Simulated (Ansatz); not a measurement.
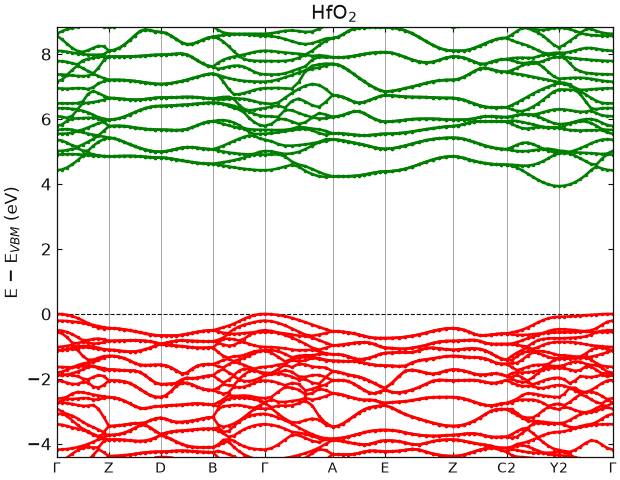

Band structure. Energies are counted from the top of the valence band. The path runs straight from each named point to the next.

The material is HfO2, space group P2_1/c (No. 14), 12 atoms in the cell.

Level of theory: DFT PBEsol, scalar-relativistic, plane waves, PAW, no spin polarisation, 6×6×6 k mesh, Gaussian smearing of 0.02 eV; code Ansatz 0.2.0.

Question: Is there a gap? Give its size, its kind and where the band edges lie.

Answer: The bands leave a gap. The gap along this path is 3.93 eV and indirect, from the valence-band top at Γ to the conduction-band bottom at Y2; the smallest direct gap is 4.02 eV, at Y2.

Question: How many bands meet at the valence-band top?

Answer: The top valence level at Γ is a single band, not degenerate (spin aside).

Question: What are the direct gaps at Γ, C2 and D?

Answer: The direct gaps are 4.42 eV at Γ, 5.20 eV at C2 and 5.48 eV at D.

Question: How much do the top valence band and the lowest conduction band disperse along the path?

Answer: The top valence band spans 0.7 eV and the lowest conduction band 1.0 eV.

The cell is at −7 GPa in this functional. Spin-orbit coupling is left out, which matters for Hf.
